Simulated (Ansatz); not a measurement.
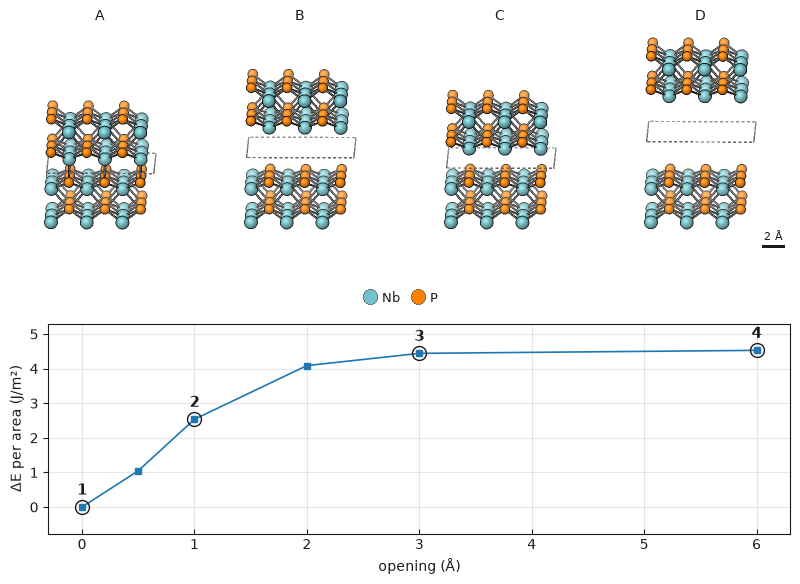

A scan of solid NbP (I4_1md): the crystal is pulled apart rigidly along the normal of the (0 0 1) plane of the conventional cell, at a cut between a plane of P below and one of Nb above, 1.91 Å apart. One cut stands in each cell, which starts 11.4 Å high; nothing is relaxed, and the dashed outline marks the cut. The frames are shuffled; the numbered points of the plot belong to them. Style: ball-and-stick. Shown: the layers on both sides of the cut, from the side, nearly along the cut plane.

Computed with DFT PBE, scalar-relativistic, plane waves, PAW in Ansatz 0.2.0. (plane-wave cutoff 420 eV; k-point mesh 14 × 14 × 4; occupations gaussian; smearing width 0.15 eV; no spin polarisation). Energies (free energies at the smearing named) are counted from the relaxed crystal.

> Match the frames to the points.

Point 1 is frame A (the opening 0.00 Å, 0.000 J/m²); 2 is frame C (the opening 1.00 Å, 2.537 J/m²); 3 is frame B (the opening 3.00 Å, 4.442 J/m²); 4 is frame D (the opening 6.00 Å, 4.529 J/m²). At the widest opening, 6.00 Å, the energy has risen by 4.529 J/m², where the curve has levelled off: this is the ideal work of separation, the sum of the two unrelaxed surface energies of a slab 11.4 Å thick. The steepest rise lies between 0.50 Å and 1.00 Å, with a mean traction of about 30 GPa.
